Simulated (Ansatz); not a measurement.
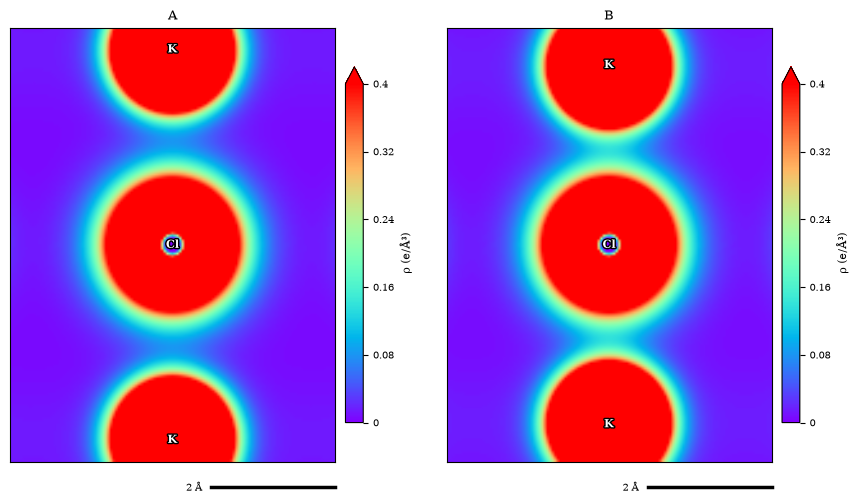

KCl. The valence pseudo-density of two cells that differ in size and shape, on the (011̄) plane of each (indices in the axes of the calculation cell), at one length scale and on one colour scale: A has 32.7 Å³ an atom and B 28.7.

Space group I4/mmm.

The calculation used DFT PBE, scalar-relativistic, plane waves, PAW in Ansatz 0.2.0.

The larger cell:

```xyz
2
Lattice="0.0000 3.1561 3.2823 3.1561 0.0000 3.2823 3.1561 3.1561 0.0000" Properties=species:S:1:pos:R:3 pbc="T T T"
K     0.0000    0.0000    0.0000
Cl    3.1561    3.1561    3.2823
```

The smaller cell: a = 4.478 Å, b = 4.478 Å, c = 4.106 Å, α = 62.71°, β = 62.71°, γ = 54.59°.

What does the compression do to the bonding and the properties?

From the larger cell to the smaller, K–Cl goes from 3.16 to 2.90 Å, and the density at its midpoint from 0.09 to 0.15 e/Å³; the pressure goes from 0.0 to 4.3 GPa; the Kohn–Sham gap goes from 5.0 eV to 5.3 eV.
